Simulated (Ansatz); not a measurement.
Geometry relaxation, with input and output: Sr17O15 (charge −1) (part 2 of 3)

The same run, continued: Sr17O15 (defect cell, 32 atoms in the cell, total charge −1); DFT PBE, scalar-relativistic, plane waves, PAW, spin-polarised (Ansatz 0.2.0); cutoff 420 eV, 2×2×2 k-mesh, Gaussian smearing of 0.01 eV, collinear spins. The structure derives from a Materials Project entry. It belongs to a series of runs on one base structure; here: Sr on a O site (a), charge -1, atoms relaxed at the host's cell.

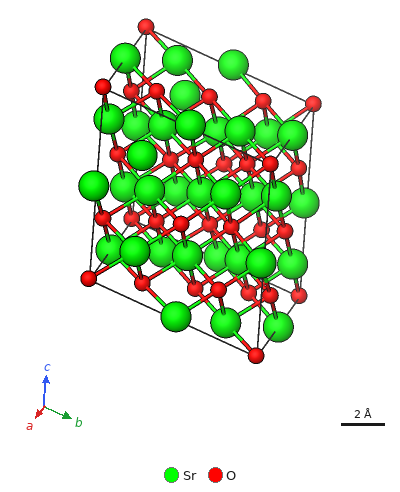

Fig. 1: The geometry at step 5 of the log (ball-and-stick view of the cell of the calculation, seen slightly off an axis).

```
SCF converged after 2 iterations
Magnetization: 1.0000 μB (131.0000 up, 130.0000 down)
Absolute magnetization: 1.1214 μB (∫|ρ↑−ρ↓|, with the PAW one-centre terms)
Spin contamination: 0.0151 ħ² per cell (⟨S²⟩ above its minimum at these occupations)
Per-site moments (μB) at R_I (Å): [(0.015138760747852802, 1.0042436308290654), (0.015138760747852767, 1.004243630829066), (-0.0016335655927587713, 1.050064771689437), (-0.001633565592758838, 1.0500647716894371), (-0.00031636274506856586, 1.0718845798013852), (-0.0016335655927587802, 1.0500647716894371), (-0.0016335655927587932, 1.0500647716894371), (-0.0016335655927588472, 1.050064771689437), (0.015138760747852663, 1.0042436308290648), (-0.00031636274506868496, 1.0718845798013852), (0.015138760747852859, 1.0042436308290656), (0.015138760747852816, 1.004243630829065), (-0.0016335655927587982, 1.0500647716894371), (-0.0003163627450686822, 1.0718845798013854), (0.015138760747852791, 1.0042436308290654), (-0.0003163627450685922, 1.0718845798013854), (0.22135189784456957, 1.1386542860834343), (0.005588864628644522, 1.0500647716894371), (0.005588864628644454, 1.050064771689437), (0.003525730384842245, 1.0042436308290654), (0.005588864628644515, 1.0500647716894371), (0.005588864628644428, 1.0500647716894371), (0.005588864628644505, 1.0500647716894371), (0.0035257303848422977, 1.0042436308290648), (0.005588864628644442, 1.0500647716894371), (0.0055888646286444185, 1.050064771689437), (0.005588864628644535, 1.0500647716894373), (0.0035257303848424213, 1.004243630829065), (0.005588864628644491, 1.0500647716894373), (0.0055888646286443135, 1.0500647716894373), (0.005588864628644443, 1.050064771689437), (0.005588864628644568, 1.0500647716894371)]
Free energy (F): -68787.320955 eV
Harris-Foulkes:  -68787.320955 eV  (|F-HF|=7.28e-11)
Internal energy: -68787.318305 eV  (E = F + TS)
E sigma→0 (E₀):  -68787.319630 eV
Entropy (-TS):   -0.002650 eV (-0.083 meV/atom)
Fermi energy:    11.111877 eV
--- Per-component energies (eV) ---
  E_band       = -978.799213
  E_kinetic    = 6869.780279
  E_local      = -14084.019712  (includes V_loc(G=0)·N_el)
  E_nonlocal   = 4146.200074
  E_hartree    = 3767.690444
  E_xc         = -4100.665890
  E_vxc        = -4230.595658  (∫ρ·V_xc dr)
  E_paw        = -48172.880621  (= ΣΔE_a)
  E_vpaw       = -1215.581713  (= ΣTr[D̂ρ^β])
  E_aug_tail   = 0.035945  (compensation charges beyond the density's cutoff)
  E_ewald      = -17213.458823
  E_smearing   = -0.002650  (= −TS)
  E_closure    = 0.000000  (closes the sum)
  E_deformation_potential = -18.970426  (in the stress; not in F)
  Σ components = -68787.320955   (vs F -68787.320955, Δ=0.00e0)
--- Forces (eV/Å), atoms counted from 1 ---
  atom   1  Sr    -0.00956466    -0.00000000     0.00000000
  atom   2  Sr    -0.00000000     0.00000000     0.00956466
  atom   3  Sr    -0.00000000    -0.00000000    -0.00000000
  atom   4  Sr    -0.00000000    -0.00000000    -0.00000000
  atom   5  Sr     0.00000000    -0.00000000    -0.00000000
  atom   6  Sr     0.00000000    -0.00000000    -0.00000000
  atom   7  Sr     0.00000000    -0.00000000     0.00000000
  atom   8  Sr     0.00000000     0.00000000     0.00000000
  atom   9  Sr    -0.00000000     0.00000000    -0.00956466
  atom  10  Sr    -0.00000000    -0.00000000    -0.00000000
  atom  11  Sr     0.00000000    -0.00956466     0.00000000
  atom  12  Sr     0.00956466     0.00000000    -0.00000000
  atom  13  Sr    -0.00000000    -0.00000000    -0.00000000
  atom  14  Sr     0.00000000    -0.00000000     0.00000000
  atom  15  Sr    -0.00000000     0.00956466    -0.00000000
  atom  16  Sr     0.00000000    -0.00000000     0.00000000
  atom  17  Sr     0.00000000    -0.00000000    -0.00000000
  atom  18  O     -0.00093513    -0.00000000    -0.00093513
  atom  19  O      0.00093513    -0.00093513    -0.00000000
  atom  20  O      0.00000000    -0.00000000     0.00000000
  atom  21  O      0.00000000    -0.00093513    -0.00093513
  atom  22  O      0.00093513     0.00000000     0.00093513
  atom  23  O      0.00093513     0.00093513     0.00000000
  atom  24  O      0.00000000     0.00000000     0.00000000
  atom  25  O     -0.00093513    -0.00000000     0.00093513
  atom  26  O     -0.00000000     0.00093513    -0.00093513
  atom  27  O     -0.00093513     0.00093513     0.00000000
  atom  28  O     -0.00000000    -0.00000000     0.00000000
  atom  29  O      0.00093513     0.00000000    -0.00093513
  atom  30  O      0.00000000    -0.00093513     0.00093513
  atom  31  O     -0.00093513    -0.00093513    -0.00000000
  atom  32  O     -0.00000000     0.00093513     0.00093513
  max |Σ_I F_I| component: 7.48e-18 eV/Å
--- Charged-cell corrections in eV (Makov–Payne, q = -1.000 e, ε = 20.968) ---
  F (periodic)     = -68787.320955  (uncorrected; the corrections below are reported, never added to it)
  E_corr1          = +0.120271  (monopole, q²α_M/2εL)
  F Makov-Payne    = -68787.200684  (F + E_corr1; no measured alignment; for a localised charge, not one spread in a band: unchecked)
  no potential alignment in this run, which stands beside a crystal: run the host's input off ansatz write-host-input, and read the two finished runs by ansatz place-levels (neither reads a slab, a wire or a sheet, whose cell leaves a vacuum)
--- Band table (eV) ---
  k-point 0 ↑: bands = ["-25.4059", "-24.4410", "-24.4410", "-24.4410", "-24.4187", "-24.4187", "-24.2902", "-24.1026", "-24.1026", "-24.1026", "-24.0668", "-24.0486", "-24.0486", "-24.0486", "-24.0448", "-24.0448", "-24.0448", "-8.8408", "-8.8408", "-8.8408", "-7.9509", "-7.9509", "-7.9300", "-7.9300", "-7.9300", "-7.9169", "-7.9169", "-7.9169", "-7.8767", "-7.8143", "-7.8143", "-7.8143", "-7.7579", "-7.7579", "-7.7579", "-6.9550", "-6.8808", "-6.8808", "-6.5283", "-6.5283", "-6.5283", "-6.3996", "-6.3996", "-6.3996", "-6.2875", "-6.2875", "-6.2875", "-6.2275", "-6.2275", "-6.2275", "-6.2232", "-6.1738", "-6.1738", "-6.1293", "-6.1293", "-6.1293", "-6.0951", "-6.0951", "-6.0951", "-6.0741", "-5.9418", "-5.9418", "-5.9418", "-5.9388", "-5.9388", "-5.9160", "-5.9160", "-5.9160", "-5.4678", "-5.4678", "-5.4678", "-5.3624", "-5.3624", "-5.3624", "-5.2378", "-5.2378", "-5.2378", "-5.1795", "-5.1795", "-5.1438", "-5.1438", "-5.1438", "-5.0739", "6.5065", "6.6247", "6.6247", "6.6247", "6.7115", "6.7115", "6.7115", "6.7240", "6.7240", "6.8853", "6.8853", "6.8853", "6.9814", "7.0888", "7.0888", "7.0888", "7.2478", "7.2478", "7.2478", "7.2533", "7.2533", "7.2533", "7.2564", "7.2564", "7.2589", "7.3423", "7.3423", "7.3423", "7.3875", "7.3875", "7.3875", "7.4079", "7.4079", "7.4694", "7.4694", "7.4694", "7.5378", "7.5378", "7.5378", "7.5400", "7.6020", "7.6020", "7.6020", "7.6025", "7.6025", "10.9417", "10.9417", "10.9417", "11.8116", "12.4088", "12.4088", "12.4088", "12.9352", "12.9568", "12.9568", "12.9568", "12.9647", "12.9647", "13.4058", "13.4058", "13.5931", "13.5931", "13.5931", "13.9227", "13.9227", "13.9227", "13.9989", "14.8844", "14.8844", "14.8844", "14.8872", "14.9997", "14.9997", "14.9997", "15.0460", "15.0460", "15.0460", "15.2610", "15.2610", "15.3946", "15.3946"]
  k-point 1 ↑: bands = ["-25.4061", "-24.4414", "-24.4345", "-24.4345", "-24.4249", "-24.4207", "-24.2973", "-24.1117", "-24.0879", "-24.0879", "-24.0742", "-24.0697", "-24.0557", "-24.0469", "-24.0469", "-24.0388", "-24.0322", "-8.8731", "-8.5233", "-8.5233", "-8.4469", "-8.4309", "-8.2283", "-8.2094", "-8.2094", "-7.8639", "-7.8639", "-7.8513", "-7.8441", "-7.8326", "-7.8326", "-7.7152", "-7.4090", "-7.3302", "-7.2892", "-6.8947", "-6.7537", "-6.7537", "-6.5898", "-6.4810", "-6.4810", "-6.4773", "-6.4265", "-6.4265", "-6.4175", "-6.3891", "-6.3129", "-6.3129", "-6.2281", "-6.2164", "-6.2062", "-6.2062", "-6.2025", "-6.1564", "-6.1257", "-6.1257", "-6.0851", "-6.0823", "-6.0823", "-6.0210", "-6.0144", "-6.0144", "-5.9951", "-5.9651", "-5.9651", "-5.9554", "-5.8415", "-5.7931", "-5.7931", "-5.7382", "-5.5759", "-5.4816", "-5.3864", "-5.2652", "-5.2652", "-5.2188", "-5.2102", "-5.2102", "-5.1819", "-5.0384", "-4.9390", "-4.9115", "-4.9115", "6.1494", "6.1494", "6.2159", "6.2795", "6.6014", "6.6380", "6.6745", "6.6745", "6.7143", "6.7942", "6.7942", "6.8323", "6.9819", "7.0161", "7.0161", "7.0163", "7.0896", "7.1216", "7.1358", "7.2443", "7.2443", "7.2512", "7.3268", "7.3268", "7.3380", "7.3693", "7.3729", "7.3729", "7.4073", "7.4662", "7.4662", "7.4859", "7.5306", "7.5667", "7.6483", "7.7007", "7.7007", "7.7296", "7.7296", "7.8537", "7.8632", "7.9028", "7.9028", "8.0253", "8.0253", "10.5297", "10.7897", "10.7897", "11.3843", "12.2260", "12.2260", "12.5387", "12.8108", "12.8324", "13.0309", "13.1478", "13.2200", "13.3501", "13.3501", "13.4782", "13.7140", "13.8392", "13.8392", "14.0090", "14.1280", "14.1280", "14.2759", "14.3082", "14.3654", "14.3654", "14.3872", "14.6518", "14.6555", "14.6555", "14.9317", "14.9521", "15.1365", "15.1365", "15.1665", "15.7888", "15.7968"]
  k-point 0 ↓: bands = ["-25.2780", "-24.4253", "-24.4253", "-24.4253", "-24.4032", "-24.4032", "-24.2584", "-24.1035", "-24.1035", "-24.1035", "-24.0665", "-24.0495", "-24.0495", "-24.0495", "-24.0464", "-24.0464", "-24.0464", "-8.7592", "-8.7592", "-8.7592", "-7.9473", "-7.9473", "-7.9107", "-7.9107", "-7.9107", "-7.8910", "-7.8910", "-7.8910", "-7.8727", "-7.8036", "-7.8036", "-7.8036", "-7.6936", "-7.6936", "-7.6936", "-6.9172", "-6.8509", "-6.8509", "-6.5150", "-6.5150", "-6.5150", "-6.3903", "-6.3903", "-6.3903", "-6.2728", "-6.2728", "-6.2728", "-6.2226", "-6.2208", "-6.2208", "-6.2208", "-6.1748", "-6.1748", "-6.1296", "-6.1296", "-6.1296", "-6.0860", "-6.0860", "-6.0860", "-6.0764", "-5.9424", "-5.9424", "-5.9424", "-5.9399", "-5.9399", "-5.8915", "-5.8915", "-5.8915", "-5.4583", "-5.4583", "-5.4583", "-5.3578", "-5.3578", "-5.3578", "-5.2319", "-5.2319", "-5.2319", "-5.1768", "-5.1768", "-5.1059", "-5.1059", "-5.1059", "-5.0710", "6.5478", "6.6398", "6.6398", "6.6398", "6.7167", "6.7167", "6.7167", "6.7306", "6.7306", "6.8928", "6.8928", "6.8928", "6.9909", "7.1019", "7.1019", "7.1019", "7.2588", "7.2588", "7.2588", "7.2595", "7.2595", "7.2661", "7.2661", "7.2661", "7.2710", "7.3628", "7.3628", "7.3628", "7.3917", "7.3917", "7.3917", "7.4161", "7.4161", "7.4766", "7.4766", "7.4766", "7.5434", "7.5434", "7.5434", "7.5445", "7.6111", "7.6111", "7.6128", "7.6128", "7.6128", "11.3053", "11.3053", "11.3053", "12.1491", "12.5556", "12.5556", "12.5556", "12.9668", "12.9668", "12.9693", "12.9693", "12.9693", "13.0013", "13.5774", "13.5774", "13.6147", "13.6147", "13.6147", "13.9420", "13.9420", "13.9420", "14.0682", "14.9031", "14.9585", "14.9585", "14.9585", "15.0658", "15.0658", "15.0658", "15.0825", "15.0825", "15.0825", "15.2622", "15.2622", "15.3920", "15.3920"]
  k-point 1 ↓: bands = ["-25.2782", "-24.4258", "-24.4186", "-24.4186", "-24.4096", "-24.4052", "-24.2668", "-24.1108", "-24.0888", "-24.0888", "-24.0757", "-24.0700", "-24.0571", "-24.0480", "-24.0480", "-24.0397", "-24.0339", "-8.8073", "-8.4217", "-8.4074", "-8.3715", "-8.3715", "-8.2208", "-8.1997", "-8.1997", "-7.8552", "-7.8552", "-7.8387", "-7.8267", "-7.8253", "-7.8253", "-7.6569", "-7.3938", "-7.3215", "-7.2822", "-6.8613", "-6.7464", "-6.7464", "-6.5798", "-6.4708", "-6.4708", "-6.4673", "-6.4125", "-6.4125", "-6.4039", "-6.3712", "-6.3002", "-6.3002", "-6.2152", "-6.2037", "-6.2037", "-6.2025", "-6.1992", "-6.1516", "-6.1251", "-6.1251", "-6.0863", "-6.0653", "-6.0653", "-6.0204", "-6.0098", "-6.0098", "-5.9948", "-5.9642", "-5.9642", "-5.9439", "-5.8333", "-5.7343", "-5.7312", "-5.7312", "-5.5721", "-5.4497", "-5.3790", "-5.2591", "-5.2591", "-5.2150", "-5.2031", "-5.2031", "-5.1788", "-5.0136", "-4.9330", "-4.9062", "-4.9062", "6.1593", "6.1593", "6.2319", "6.2864", "6.6076", "6.6617", "6.6852", "6.6852", "6.7183", "6.8011", "6.8011", "6.8477", "6.9903", "7.0199", "7.0199", "7.0225", "7.0982", "7.1284", "7.1401", "7.2608", "7.2608", "7.2654", "7.3364", "7.3364", "7.3427", "7.3783", "7.3800", "7.3800", "7.4157", "7.4734", "7.4734", "7.4965", "7.5411", "7.6009", "7.6520", "7.7147", "7.7147", "7.7442", "7.7442", "7.8580", "7.8733", "7.9142", "7.9142", "8.0329", "8.0329", "10.7932", "11.1050", "11.1050", "11.6827", "12.3170", "12.3170", "12.6282", "12.9716", "13.0279", "13.0346", "13.2393", "13.4035", "13.5100", "13.5100", "13.5854", "13.7388", "13.8864", "13.8864", "14.0148", "14.1353", "14.1353", "14.2718", "14.3215", "14.3824", "14.3824", "14.4061", "14.6574", "14.6729", "14.6729", "14.9426", "14.9800", "15.1558", "15.1558", "15.1735", "15.8434", "15.8754"]
--- Relaxed structure (5 steps of the walk, 4 accepted, 0 SCFs on fresh bases) ---
  F+E_penalty+E_count = -68787.32095476 eV   max|allowed force component| = 9.565e-3 eV/Å
  atoms:
    - { symbol: Sr, position: [0.7343190552623209, 0.24999999999999992, 0.48431905526232094] }
    - { symbol: Sr, position: [0.7343190552623209, -0.01568094473767901, 0.7499999999999999] }
    - { symbol: Sr, position: [0.49999999999999994, 0.49999999999999994, 0.49999999999999994] }
    - { symbol: Sr, position: [0.7499999999999999, 0.7499999999999999, -9.391722614467423e-20] }
    - { symbol: Sr, position: [0.49999999999999994, 0.24999999999999992, 0.7499999999999999] }
    - { symbol: Sr, position: [0.7499999999999998, 0.49999999999999983, 0.24999999999999994] }
    - { symbol: Sr, position: [0.49999999999999994, 0.0, 0.0] }
    - { symbol: Sr, position: [0.25, 0.7499999999999998, 0.4999999999999999] }
    - { symbol: Sr, position: [0.26568094473767895, 0.515680944737679, 0.7499999999999999] }
    - { symbol: Sr, position: [0.49999999999999983, 0.7499999999999998, 0.24999999999999994] }
    - { symbol: Sr, position: [0.0, -0.015680944737678976, 0.484319055262321] }
    - { symbol: Sr, position: [0.265680944737679, 0.24999999999999997, 0.01568094473767902] }
    - { symbol: Sr, position: [0.24999999999999997, -1.3565821554230658e-19, 0.24999999999999997] }
    - { symbol: Sr, position: [-1.0435247349408227e-19, 0.7499999999999999, 0.7499999999999999] }
    - { symbol: Sr, position: [0.0, 0.5156809447376789, 0.015680944737678976] }
    - { symbol: Sr, position: [-1.0435247349408239e-19, 0.24999999999999997, 0.24999999999999997] }
    - { symbol: Sr, position: [0.0, 0.25, 0.7499999999999999] }
    - { symbol: O, position: [0.0, -0.005041421156195893, 0.005041421156195907] }
    - { symbol: O, position: [0.7449585788438039, 0.5050414211561958, 0.7499999999999998] }
    - { symbol: O, position: [0.0, 0.7499999999999999, 0.25] }
    - { symbol: O, position: [0.744958578843804, 0.25, 0.00504142115619588] }
    - { symbol: O, position: [0.0, 0.5050414211561959, 0.49495857884380406] }
    - { symbol: O, position: [0.744958578843804, -0.005041421156195908, 0.23991715768760824] }
    - { symbol: O, position: [0.4999999999999999, 0.7499999999999998, 0.7499999999999998] }
    - { symbol: O, position: [0.5100828423123918, 0.5050414211561959, 0.005041421156195907] }
    - { symbol: O, position: [0.7449585788438039, 0.739917157687608, 0.494958578843804] }
    - { symbol: O, position: [0.255041421156196, -0.00504142115619588, 0.7499999999999999] }
    - { symbol: O, position: [0.4999999999999999, 0.24999999999999992, 0.24999999999999997] }
    - { symbol: O, position: [0.4899171576876082, -0.005041421156195905, 0.49495857884380406] }
    - { symbol: O, position: [0.2550414211561959, 0.7600828423123918, 0.0050414211561959354] }
    - { symbol: O, position: [0.2550414211561958, 0.5050414211561958, 0.26008284231239176] }
    - { symbol: O, position: [0.2550414211561959, 0.24999999999999997, 0.494958578843804] }
--- Löwdin populations: 32 sites ---
  site symbol       q [e]    m [muB]
     0     Sr      8.3199     0.0028
     1     Sr      8.3199     0.0028
     2     Sr      8.3449     0.0001
     3     Sr      8.3449     0.0001
     4     Sr      8.3732     0.0050
     5     Sr      8.3449     0.0001
     6     Sr      8.3449     0.0001
     7     Sr      8.3449     0.0001
     8     Sr      8.3199     0.0028
     9     Sr      8.3732     0.0050
    10     Sr      8.3199     0.0028
    11     Sr      8.3199     0.0028
    12     Sr      8.3449     0.0001
    13     Sr      8.3732     0.0050
    14     Sr      8.3199     0.0028
    15     Sr      8.3732     0.0050
    16     Sr      8.1075     0.0063
    17      O      7.3226     0.0026
    18      O      7.3226     0.0026
    19      O      7.3318     0.0015
    20      O      7.3226     0.0026
    21      O      7.3226     0.0026
    22      O      7.3226     0.0026
    23      O      7.3318     0.0015
    24      O      7.3226     0.0026
    25      O      7.3226     0.0026
    26      O      7.3226     0.0026
    27      O      7.3318     0.0015
    28      O      7.3226     0.0026
    29      O      7.3226     0.0026
    30      O      7.3226     0.0026
    31      O      7.3226     0.0026
  spilling = 0.036570 (of n_electrons = 261.000000)
```

**File populations.tsv**
```
# site	symbol	l	j	q_up	q_dn
# orbitals = lowdin
# n_electrons = 261.000000
# spilling = 0.036570
0	Sr	0_4S	-	0.969163	0.968962
0	Sr	0_5S	-	0.212917	0.209908
0	Sr	1_4P	-	2.979309	2.979683
1	Sr	0_4S	-	0.969163	0.968962
1	Sr	0_5S	-	0.212917	0.209908
1	Sr	1_4P	-	2.979309	2.979683
2	Sr	0_4S	-	0.974558	0.974448
2	Sr	0_5S	-	0.211864	0.211890
2	Sr	1_4P	-	2.986061	2.986031
3	Sr	0_4S	-	0.974558	0.974448
3	Sr	0_5S	-	0.211864	0.211890
3	Sr	1_4P	-	2.986061	2.986031
4	Sr	0_4S	-	0.976648	0.976566
4	Sr	0_5S	-	0.225267	0.220444
4	Sr	1_4P	-	2.987186	2.987107
5	Sr	0_4S	-	0.974558	0.974448
5	Sr	0_5S	-	0.211864	0.211890
5	Sr	1_4P	-	2.986061	2.986031
6	Sr	0_4S	-	0.974558	0.974448
6	Sr	0_5S	-	0.211864	0.211890
6	Sr	1_4P	-	2.986061	2.986031
7	Sr	0_4S	-	0.974558	0.974448
7	Sr	0_5S	-	0.211864	0.211890
7	Sr	1_4P	-	2.986061	2.986031
8	Sr	0_4S	-	0.969163	0.968962
8	Sr	0_5S	-	0.212917	0.209908
8	Sr	1_4P	-	2.979309	2.979683
9	Sr	0_4S	-	0.976648	0.976566
9	Sr	0_5S	-	0.225267	0.220444
9	Sr	1_4P	-	2.987186	2.987107
10	Sr	0_4S	-	0.969163	0.968962
```
